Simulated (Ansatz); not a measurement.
# ZnO: geometry relaxation (part 1 of 3)

- system: ZnO (slab, 12 atoms in the cell)
- method: DFT PBE-D3(BJ), scalar-relativistic, plane waves, PAW, PAW set soft_1, no spin polarisation (Ansatz 0.2.0)

The structure derives from an entry of the Crystallography Open Database. The run did not end well. The input holds or restrains some coordinates. Forces given for the steps count only the free coordinates. It belongs to a series of runs on one base structure; here: start relaxed.

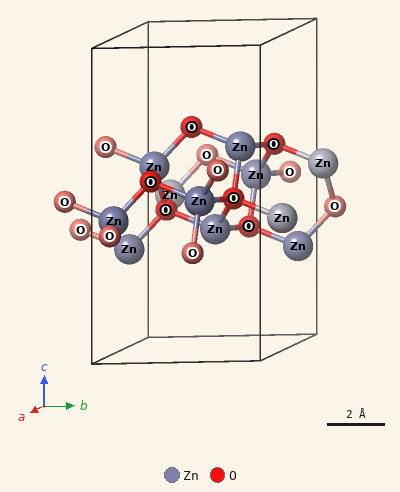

Figure 1. The structure as given in the input (ball-and-stick view of the cell of the calculation, with the vacuum cut short, seen slightly off an axis; neighbours outside the cell are drawn fainter). An atom can appear more than once, as a periodic image.

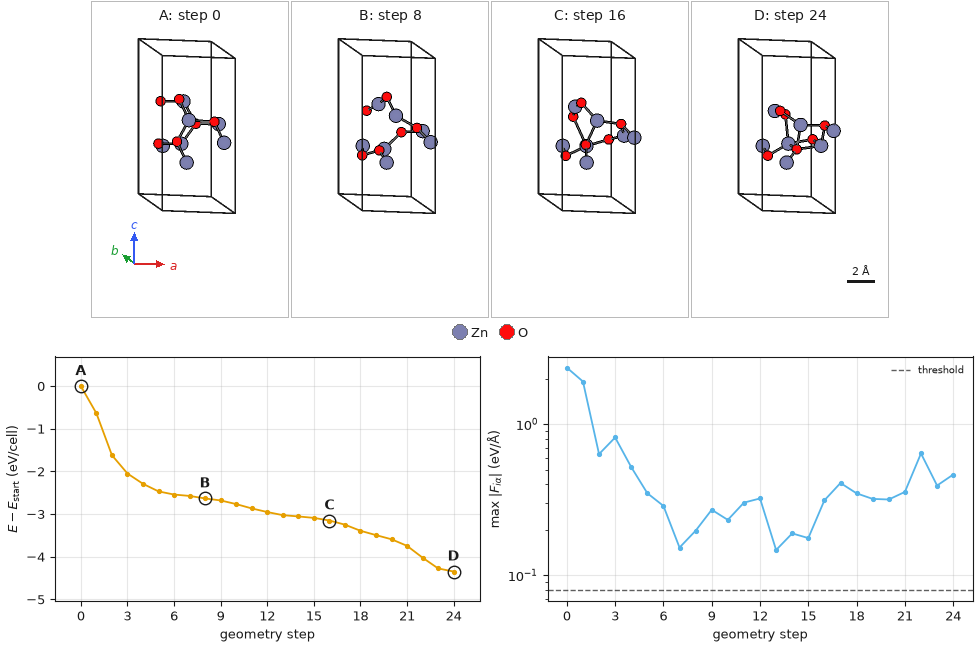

Figure 2. Frames of the restrained relaxation (ball-and-stick view of the cell of the calculation, with the vacuum cut short, seen slightly off an axis) above the curves, on which the letters mark them (the first geometry is step 0 here and step 1 in the log).

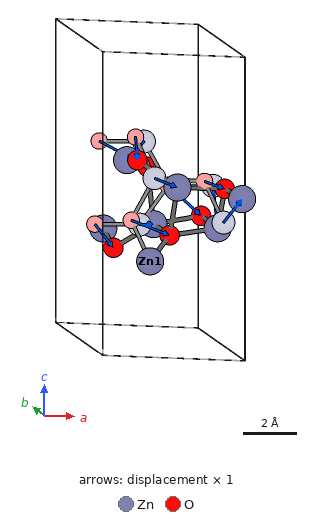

Figure 3. Start (faint) and end (solid) with the displacements as blue arrows, at true length (ball-and-stick view of the cell of the calculation, with the vacuum cut short, seen slightly off an axis). The relaxation stopped without meeting its thresholds, so the last structure isn't shown to be converged. The largest move is that of O11, 2.11 Å. Largest moves by element: O 2.11 Å, Zn 1.68 Å. The lattice vectors keep their values. Among the contacts that change: O7–Zn10 1.942 → 4.063 Å, O8–Zn10 3.741 → 1.945 Å, Zn5–O11 3.741 → 1.967 Å, O4–Zn6 3.741 → 1.980 Å. New bonds form: O4–Zn6 (3.74 → 1.98 Å), O8–Zn10 (3.74 → 1.95 Å), Zn1–O7 (3.74 → 1.95 Å), Zn5–O11 (3.74 → 1.97 Å). Bonds break: O4–Zn5 (1.94 → 3.51 Å), O7–Zn10 (1.94 → 4.06 Å), Zn6–O11 (1.94 → 3.57 Å). Among the angles that change: O3–Zn1–O4 108.2° → 142.5°, O4–Zn9–O8 110.7° → 82.1°, O8–Zn9–O12 110.7° → 136.9°. The energy falls by 4.345 eV per cell of the calculation in 24 geometry steps. Largest force component: 2.4 eV/Å at the start, 0.46 eV/Å at the end. (Atoms are counted from 1 in the order of the input.)

The input and output of the run follow.

### Input
```yaml
accuracy: low
crystal:
  lattice:
    - [5.533902, 0.0, 0.0]
    - [-2.766951, 5.34692, 0.0]
    - [0.0, 0.0, 17.392641]
  atoms:
    - { symbol: Zn, position: [0.3333333, 0.0, 0.0574956] }
    - { symbol: Zn, position: [0.4389826, 0.5446318, 0.1013226] }
    - { symbol: O, position: [0.1597014, 0.6527362, 0.090918] }
    - { symbol: O, position: [0.2653507, 0.197368, 0.134745] }
    - { symbol: Zn, position: [0.8779651, 0.0892636, 0.1451496] }
    - { symbol: Zn, position: [0.9836144, 0.6338954, 0.1889766] }
    - { symbol: O, position: [0.7043332, 0.7419998, 0.178572] }
    - { symbol: O, position: [0.8099825, 0.2866316, 0.222399] }
    - { symbol: Zn, position: [0.4225969, 0.1785272, 0.2328036] }
    - { symbol: Zn, position: [0.5282462, 0.723159, 0.2766306] }
    - { symbol: O, position: [0.248965, 0.8312634, 0.266226] }
    - { symbol: O, position: [0.3546143, 0.3758952, 0.310053] }
basis:
  ecutwfc: 420.0
kpoints:
  mp_grid: { grid: [2, 2, 1] }
hamiltonian:
  xc: pbe
  dispersion: d3bj
  pseudopotentials: { kind: paw, azcp: { folder: soft_1 } }
scf:
  occupations: { method: fermi_dirac, width: 0.02 }
  lower_state_search: "off"
relax:
  f_tol: 0.08
  max_steps: 25
  adjacent_minimum: "off"
  constraints: [{ sites: [0] }]
```

Launched with:
```bash
ansatz run input.yaml --threads 1 --pin off --max-ram 3072MiB --backend cpu --events-out ev --progress --plain --runs-dir out
```

### Output
```
Engine: ansatz 0.2.0, aarch64-unknown-linux-gnu
Pseudopotentials: kind: paw
Pseudopotential: Zn, paw, valence charge 12, recommended cutoff 420 eV (normal), [file]
Pseudopotential: O, paw, valence charge 6, recommended cutoff 420 eV (normal), [file]
Functional definition: PBE
  parameter kappa = 0.804
  parameter beta = 0.06672455060314922
  exchange = pbe_x(kappa = kappa, mu = beta*pi^2/3)
  correlation = pbe_c(beta = beta)
Crystal: 12 atoms, lattice volume = 514.637 Å³
Basis set: ecut = 420 eV, 10043 PW (Γ), exchange–correlation on 80×90×240 points (8 copies of the dense FFT grid, shifted against one another)
Bands: 66, of which v1, the nominal top of the filled ones, is band 54 counted from 1 (53 counted from 0)
Symmetry: 1 space group operations
Space group: P1 (ITA 1), of the structure as read, at distance tolerance 8.0e-5 Å
k-points: 4
Non-local potential: Zn, projectors of the file, l = 0: 2, l = 1: 2, l = 2: 3, l = 3: 1
Non-local potential: O, projectors of the file, l = 0: 2, l = 1: 2, l = 2: 1
PAW form: soft (Blöchl's): semilocal exchange-correlation on the pseudo side does not see the compensation charge
PAW one-centre angular grid: Zn, 590 points (default); XC on 64 Gauss nodes
PAW one-centre angular grid: O, 110 points (default); XC on 64 Gauss nodes
Initial density: superposition of atomic densities (neutral atoms: chi_scale 0, normalization atom)
Initial wavefunctions: pseudopotential atomic-orbital guess
Functional: x = pbe(κ = 0.804, μ = 0.2195149727645171), c = pbe(β = 0.06672455060314922)
SCF iter   1: F=—  HF=-23329.734510 eV  |F-HF|=—  |Δ(HF+E_count)|=         —  Δρ=8.86e-2  dr2=6.31e1  ethr=3.10e-3  ⟨swp⟩=8.2  Hψ=1277  notcnv=0  defer=3
preconditioner: auto → Resta (q_TF=auto, 2.103 Å⁻¹)  ε∞=3.2  [insulator: Δε(μ)=2.092 eV  Ē_g=11.355 eV  σ=0.020 eV  W_gap=1.00  n_scr=68 (ndim 8)  ℏωp=17.0 eV  f_vac=0.635  D(μ)=0.00/eV (n_scr^D=0)  ε∞_Penn≈3.2  vacuum switching on, ρ_ref=9.4e-3 e/Å³]
SCF iter   2: F=—  HF=-23320.736424 eV  |F-HF|=—  |Δ(HF+E_count)|=    9.00e0  Δρ=9.92e-2  dr2=1.08e2  ethr=3.10e-3  ⟨swp⟩=4.8  Hψ=719  notcnv=0  defer=21
preconditioner: auto → LDOS  [insulator: Δε(μ)=0.101 eV  Ē_g=10.575 eV  σ=0.020 eV  W_gap=0.85  n_scr=68 (ndim 8)  ℏωp=17.0 eV  f_vac=0.641  D(μ)=3.49/eV (n_scr^D=6)  ε∞_Penn≈3.6  β→1.0]
SCF iter   3: F=—  HF=-23316.230372 eV  |F-HF|=—  |Δ(HF+E_count)|=    4.51e0  Δρ=2.83e-2  dr2=1.02e1  ethr=3.10e-3  ⟨swp⟩=4.2  Hψ=588  notcnv=0  defer=17
SCF iter   4: F=—  HF=-23316.211082 eV  |F-HF|=—  |Δ(HF+E_count)|=   1.93e-2  Δρ=5.02e-2  dr2=2.37e1  ethr=3.10e-3  ⟨swp⟩=3.0  Hψ=562  notcnv=0  defer=23  recentre
SCF iter   5: F=—  HF=-23315.374640 eV  |F-HF|=—  |Δ(HF+E_count)|=   8.36e-1  Δρ=1.90e-2  dr2=5.90e0  ethr=3.10e-3  ⟨swp⟩=3.2  Hψ=400  notcnv=0  defer=15
SCF iter   6: F=—  HF=-23315.010779 eV  |F-HF|=—  |Δ(HF+E_count)|=   3.64e-1  Δρ=2.94e-2  dr2=9.82e0  ethr=3.10e-3  ⟨swp⟩=2.5  Hψ=335  notcnv=0  defer=19
SCF iter   7: F=—  HF=-23314.794874 eV  |F-HF|=—  |Δ(HF+E_count)|=   2.16e-1  Δρ=4.24e-3  dr2=9.94e-2  ethr=3.10e-3  ⟨swp⟩=1.2  Hψ=305  notcnv=0  defer=19
SCF iter   8: F=—  HF=-23314.794250 eV  |F-HF|=—  |Δ(HF+E_count)|=   6.23e-4  Δρ=6.95e-3  dr2=5.55e-1  ethr=9.20e-5  ⟨swp⟩=2.0  Hψ=303  notcnv=0  defer=19
SCF iter   9: F=—  HF=-23314.784696 eV  |F-HF|=—  |Δ(HF+E_count)|=   9.55e-3  Δρ=2.84e-3  dr2=8.21e-2  ethr=9.20e-5  ⟨swp⟩=2.0  Hψ=263  notcnv=0  defer=19
SCF iter  10: F=—  HF=-23314.782422 eV  |F-HF|=—  |Δ(HF+E_count)|=   2.27e-3  Δρ=7.15e-4  dr2=4.33e-3  ethr=7.60e-5  ⟨swp⟩=2.0  Hψ=256  notcnv=0  defer=19
SCF iter  11: F=—  HF=-23314.782671 eV  |F-HF|=—  |Δ(HF+E_count)|=   2.49e-4  Δρ=6.05e-4  dr2=3.11e-3  ethr=4.01e-6  ⟨swp⟩=2.0  Hψ=454  notcnv=0  defer=19
SCF iter  12: F=—  HF=-23314.782577 eV  |F-HF|=—  |Δ(HF+E_count)|=   9.39e-5  Δρ=2.34e-4  dr2=4.49e-4  ethr=2.88e-6  ⟨swp⟩=2.0  Hψ=453  notcnv=0  defer=19
SCF iter  13: F=—  HF=-23314.782601 eV  |F-HF|=—  |Δ(HF+E_count)|=   2.38e-5  Δρ=1.21e-4  dr2=7.60e-5  ethr=9.26e-8  ⟨swp⟩=3.0  Hψ=951  notcnv=0
SCF iter  14: F=-23314.782595 eV  HF=-23314.782618 eV  |F-HF|=2.37e-5  |Δ(HF+E_count)|=   1.76e-5  Δρ=9.55e-5  dr2=4.98e-5  ethr=7.04e-8  ⟨swp⟩=4.0  Hψ=849  notcnv=0
SCF 1 converged in 14 iterations: F = -23314.782595 eV  dr2 = 4.98e-5
  greatest PAW one-centre occupation: 0.989 electrons in one spin orbital (limit 2), on the Zn atom at site 4 (counted from 0), in its partial waves of l = 2
relax step   1: F+E_penalty+E_count = -23314.78259475 eV  Δ(F+E_penalty+E_count) = +0.000e0 eV  max|allowed force component| = 2.368e0 eV/Å  Δτ_max = 0.0000 Å  (14 SCF iters, dr2 threshold 1.00e-4 eV, accepted)
Initial density: handed on by an earlier stage of this run
Initial wavefunctions: those handed on with the density
iter 1 solved again at ethr=8.14e-4 eV; its pass at ethr=3.10e-3 eV (dr2=8.79e-1 eV) is discarded
SCF iter   1: F=—  HF=-23315.522281 eV  |F-HF|=—  |Δ(HF+E_count)|=         —  Δρ=1.22e-2  dr2=8.70e-1  ethr=8.14e-4  ⟨swp⟩=1.0  Hψ=1149  notcnv=0  defer=14
preconditioner: auto → LDOS  [insulator: Δε(μ)=0.096 eV  Ē_g=10.614 eV  σ=0.020 eV  W_gap=0.84  n_scr=68 (ndim 8)  ℏωp=17.0 eV  f_vac=0.650  D(μ)=3.81/eV (n_scr^D=6)  ε∞_Penn≈3.6  β→1.0]
SCF iter   2: F=—  HF=-23315.439726 eV  |F-HF|=—  |Δ(HF+E_count)|=   8.26e-2  Δρ=7.07e-3  dr2=1.25e-1  ethr=8.05e-4  ⟨swp⟩=3.5  Hψ=490  notcnv=0  defer=14
SCF iter   3: F=—  HF=-23315.420620 eV  |F-HF|=—  |Δ(HF+E_count)|=   1.91e-2  Δρ=3.08e-3  dr2=4.75e-2  ethr=1.16e-4  ⟨swp⟩=3.0  Hψ=522  notcnv=0  defer=19
SCF iter   4: F=—  HF=-23315.419244 eV  |F-HF|=—  |Δ(HF+E_count)|=   1.38e-3  Δρ=1.04e-3  dr2=6.14e-3  ethr=4.40e-5  ⟨swp⟩=2.0  Hψ=286  notcnv=0  defer=19
SCF iter   5: F=—  HF=-23315.419043 eV  |F-HF|=—  |Δ(HF+E_count)|=   2.01e-4  Δρ=5.90e-4  dr2=1.99e-3  ethr=5.68e-6  ⟨swp⟩=2.0  Hψ=456  notcnv=0  defer=19
SCF iter   6: F=—  HF=-23315.419233 eV  |F-HF|=—  |Δ(HF+E_count)|=   1.90e-4  Δρ=3.58e-4  dr2=6.69e-4  ethr=1.84e-6  ⟨swp⟩=2.0  Hψ=469  notcnv=0  defer=19
SCF iter   7: F=—  HF=-23315.419274 eV  |F-HF|=—  |Δ(HF+E_count)|=   4.11e-5  Δρ=2.05e-4  dr2=2.11e-4  ethr=6.19e-7  ⟨swp⟩=2.0  Hψ=466  notcnv=0  defer=19
SCF iter   8: F=-23315.419316 eV  HF=-23315.419306 eV  |F-HF|=9.80e-6  |Δ(HF+E_count)|=   3.21e-5  Δρ=7.76e-5  dr2=3.76e-5  ethr=9.26e-8  ⟨swp⟩=3.0  Hψ=1128  notcnv=0
SCF 2 converged in 8 iterations: F = -23315.419316 eV  dr2 = 3.76e-5
relax step   2: F+E_penalty+E_count = -23315.41931587 eV  Δ(F+E_penalty+E_count) = -6.367e-1 eV  max|allowed force component| = 1.917e0 eV/Å  Δτ_max = 0.1357 Å  (8 SCF iters, dr2 threshold 1.00e-4 eV, accepted)
iter 1 solved again at ethr=9.86e-4 eV; its pass at ethr=3.10e-3 eV (dr2=1.06e0 eV) is discarded
SCF iter   1: F=—  HF=-23316.692005 eV  |F-HF|=—  |Δ(HF+E_count)|=         —  Δρ=1.54e-2  dr2=1.05e0  ethr=9.86e-4  ⟨swp⟩=1.0  Hψ=1169  notcnv=0  defer=13
preconditioner: auto → Resta (q_TF=auto, 2.103 Å⁻¹)  ε∞=3.5  [insulator: Δε(μ)=0.446 eV  Ē_g=10.821 eV  σ=0.020 eV  W_gap=1.00  n_scr=68 (ndim 8)  ℏωp=17.0 eV  f_vac=0.654  D(μ)=0.00/eV (n_scr^D=0)  ε∞_Penn≈3.5  vacuum switching on, ρ_ref=8.5e-3 e/Å³]
[...]
preconditioner: auto → LDOS  [insulator: Δε(μ)=0.052 eV  Ē_g=10.803 eV  σ=0.020 eV  W_gap=0.57  n_scr=68 (ndim 8)  ℏωp=17.0 eV  f_vac=0.655  D(μ)=8.71/eV (n_scr^D=50)  ε∞_Penn≈3.5  β→1.0]
relax step   3: F+E_penalty+E_count = -23316.40107620 eV  Δ(F+E_penalty+E_count) = -9.818e-1 eV  max|allowed force component| = 6.348e-1 eV/Å  Δτ_max = 0.1945 Å  (7 SCF iters, dr2 threshold 1.00e-4 eV, accepted)
preconditioner: auto → LDOS  [insulator: Δε(μ)=0.205 eV  Ē_g=10.832 eV  σ=0.020 eV  W_gap=0.99  n_scr=68 (ndim 8)  ℏωp=17.0 eV  f_vac=0.654  D(μ)=0.40/eV (n_scr^D=2)  ε∞_Penn≈3.5  β→1.0]
preconditioner: auto → Resta (q_TF=auto, 2.103 Å⁻¹)  ε∞=3.4  [insulator: Δε(μ)=0.756 eV  Ē_g=10.932 eV  σ=0.020 eV  W_gap=1.00  n_scr=68 (ndim 8)  ℏωp=17.0 eV  f_vac=0.656  D(μ)=0.00/eV (n_scr^D=0)  ε∞_Penn≈3.4  vacuum switching on, ρ_ref=8.7e-3 e/Å³  β→0.5]
  greatest PAW one-centre occupation: 0.990 electrons in one spin orbital (limit 2), on the Zn atom at site 0 (counted from 0), in its partial waves of l = 2
relax step   4: F+E_penalty+E_count = -23316.83015884 eV  Δ(F+E_penalty+E_count) = -4.291e-1 eV  max|allowed force component| = 8.173e-1 eV/Å  Δτ_max = 0.1944 Å  (8 SCF iters, dr2 threshold 4.42e-5 eV, accepted)
preconditioner: auto → Resta (q_TF=auto, 2.103 Å⁻¹)  ε∞=3.4  [insulator: Δε(μ)=0.456 eV  Ē_g=10.962 eV  σ=0.020 eV  W_gap=1.00  n_scr=68 (ndim 8)  ℏωp=17.0 eV  f_vac=0.655  D(μ)=0.00/eV (n_scr^D=0)  ε∞_Penn≈3.4  vacuum switching on, ρ_ref=8.7e-3 e/Å³]
relax step   5: F+E_penalty+E_count = -23317.07172993 eV  Δ(F+E_penalty+E_count) = -2.416e-1 eV  max|allowed force component| = 5.206e-1 eV/Å  Δτ_max = 0.2000 Å  (7 SCF iters, dr2 threshold 7.33e-5 eV, accepted)
preconditioner: auto → Resta (q_TF=auto, 2.103 Å⁻¹)  ε∞=3.4  [insulator: Δε(μ)=0.665 eV  Ē_g=11.024 eV  σ=0.020 eV  W_gap=1.00  n_scr=68 (ndim 8)  ℏωp=17.0 eV  f_vac=0.652  D(μ)=0.00/eV (n_scr^D=0)  ε∞_Penn≈3.4  vacuum switching on, ρ_ref=8.8e-3 e/Å³]
relax step   6: F+E_penalty+E_count = -23317.24913281 eV  Δ(F+E_penalty+E_count) = -1.774e-1 eV  max|allowed force component| = 3.498e-1 eV/Å  Δτ_max = 0.1945 Å  (7 SCF iters, dr2 threshold 1.00e-4 eV, accepted)
preconditioner: auto → Resta (q_TF=auto, 2.103 Å⁻¹)  ε∞=3.3  [insulator: Δε(μ)=1.218 eV  Ē_g=11.160 eV  σ=0.020 eV  W_gap=1.00  n_scr=68 (ndim 8)  ℏωp=17.0 eV  f_vac=0.654  D(μ)=0.00/eV (n_scr^D=0)  ε∞_Penn≈3.3  vacuum switching on, ρ_ref=9.0e-3 e/Å³]
  greatest PAW one-centre occupation: 0.991 electrons in one spin orbital (limit 2), on the Zn atom at site 0 (counted from 0), in its partial waves of l = 2
relax step   7: F+E_penalty+E_count = -23317.32302643 eV  Δ(F+E_penalty+E_count) = -7.389e-2 eV  max|allowed force component| = 2.884e-1 eV/Å  Δτ_max = 0.2000 Å  (7 SCF iters, dr2 threshold 4.97e-5 eV, accepted)
preconditioner: auto → Resta (q_TF=auto, 2.103 Å⁻¹)  ε∞=3.3  [insulator: Δε(μ)=1.209 eV  Ē_g=11.158 eV  σ=0.020 eV  W_gap=1.00  n_scr=68 (ndim 8)  ℏωp=17.0 eV  f_vac=0.652  D(μ)=0.00/eV (n_scr^D=0)  ε∞_Penn≈3.3  vacuum switching on, ρ_ref=9.0e-3 e/Å³]
relax step   8: F+E_penalty+E_count = -23317.35526949 eV  Δ(F+E_penalty+E_count) = -3.224e-2 eV  max|allowed force component| = 1.530e-1 eV/Å  Δτ_max = 0.1196 Å  (6 SCF iters, dr2 threshold 3.76e-5 eV, accepted)
preconditioner: auto → Resta (q_TF=auto, 2.103 Å⁻¹)  ε∞=3.3  [insulator: Δε(μ)=1.163 eV  Ē_g=11.163 eV  σ=0.020 eV  W_gap=1.00  n_scr=68 (ndim 8)  ℏωp=17.0 eV  f_vac=0.649  D(μ)=0.00/eV (n_scr^D=0)  ε∞_Penn≈3.3  vacuum switching on, ρ_ref=9.0e-3 e/Å³]
relax step   9: F+E_penalty+E_count = -23317.41449332 eV  Δ(F+E_penalty+E_count) = -5.922e-2 eV  max|allowed force component| = 1.976e-1 eV/Å  Δτ_max = 0.2000 Å  (8 SCF iters, dr2 threshold 6.58e-6 eV, accepted)
preconditioner: auto → Resta (q_TF=auto, 2.103 Å⁻¹)  ε∞=3.3  [insulator: Δε(μ)=1.175 eV  Ē_g=11.117 eV  σ=0.020 eV  W_gap=1.00  n_scr=68 (ndim 8)  ℏωp=17.0 eV  f_vac=0.646  D(μ)=0.00/eV (n_scr^D=0)  ε∞_Penn≈3.3  vacuum switching on, ρ_ref=9.0e-3 e/Å³]
relax step  10: F+E_penalty+E_count = -23317.46109823 eV  Δ(F+E_penalty+E_count) = -4.660e-2 eV  max|allowed force component| = 2.719e-1 eV/Å  Δτ_max = 0.1708 Å  (7 SCF iters, dr2 threshold 1.10e-5 eV, accepted)
preconditioner: auto → Resta (q_TF=auto, 2.103 Å⁻¹)  ε∞=3.3  [insulator: Δε(μ)=1.193 eV  Ē_g=11.120 eV  σ=0.020 eV  W_gap=1.00  n_scr=68 (ndim 8)  ℏωp=17.0 eV  f_vac=0.646  D(μ)=0.00/eV (n_scr^D=0)  ε∞_Penn≈3.3  vacuum switching on, ρ_ref=9.0e-3 e/Å³]
relax step  11: F+E_penalty+E_count = -23317.54677329 eV  Δ(F+E_penalty+E_count) = -8.568e-2 eV  max|allowed force component| = 2.330e-1 eV/Å  Δτ_max = 0.1949 Å  (6 SCF iters, dr2 threshold 7.39e-5 eV, accepted)
preconditioner: auto → Resta (q_TF=auto, 2.103 Å⁻¹)  ε∞=3.3  [insulator: Δε(μ)=1.199 eV  Ē_g=11.116 eV  σ=0.020 eV  W_gap=1.00  n_scr=68 (ndim 8)  ℏωp=17.0 eV  f_vac=0.647  D(μ)=0.00/eV (n_scr^D=0)  ε∞_Penn≈3.3  vacuum switching on, ρ_ref=9.0e-3 e/Å³]
relax step  12: F+E_penalty+E_count = -23317.64792838 eV  Δ(F+E_penalty+E_count) = -1.012e-1 eV  max|allowed force component| = 3.031e-1 eV/Å  Δτ_max = 0.1903 Å  (7 SCF iters, dr2 threshold 3.99e-5 eV, accepted)
preconditioner: auto → Resta (q_TF=auto, 2.103 Å⁻¹)  ε∞=3.3  [insulator: Δε(μ)=1.168 eV  Ē_g=11.127 eV  σ=0.020 eV  W_gap=1.00  n_scr=68 (ndim 8)  ℏωp=17.0 eV  f_vac=0.649  D(μ)=0.00/eV (n_scr^D=0)  ε∞_Penn≈3.3  vacuum switching on, ρ_ref=9.0e-3 e/Å³]
  greatest PAW one-centre occupation: 0.990 electrons in one spin orbital (limit 2), on the Zn atom at site 9 (counted from 0), in its partial waves of l = 2
```
